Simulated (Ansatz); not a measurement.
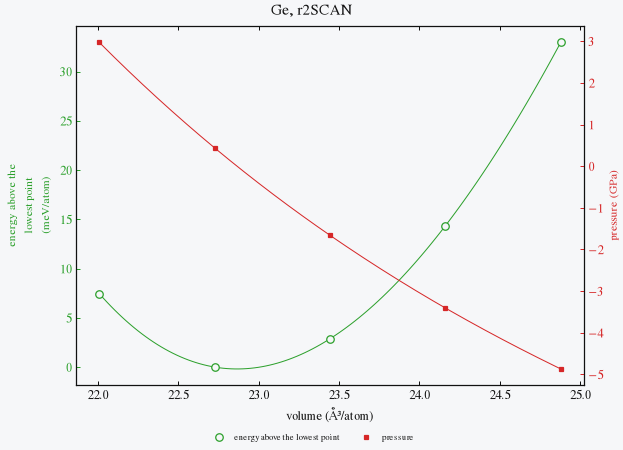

The plot gives the computed energy above the lowest point and pressure against volume for Ge, space group Fd-3m (No. 227) (one of a set of cubic test structures, which need not be the stable phase).

Method: equation of state of a cubic crystal from periodic Kohn-Sham density functional theory without spin, third-order Birch-Murnaghan fit to the free energies; pressure corrected for the finite basis (Ansatz 0.2.0 development build). Level: r2SCAN.

- structure type: diamond
- atoms in cell: 2
- space group number: 227
- lattice centring: face-centred primitive
- k mesh: 10×10×10
- occupation method: Fermi–Dirac
- occupation width: 0.1 eV
- wave cutoff: 1230 eV
- datasets: hand-made PAW
- density tolerance: 1e−09 eV
- bands: 18
- density cutoff ratio: 4
- search for lower states: default
- xc grid level: 2

> Give the fitted equation-of-state parameters.

A third-order Birch–Murnaghan fit gives V0 = 22.87 Å³/atom, B0 = 70.7 GPa and B′ = 4.9.

> What does the pressure do across the range?

It falls from 2.975 GPa at volume 22.01 Å³/atom to −4.868 GPa at 24.88 Å³/atom, and changes sign near 22.88 Å³/atom.
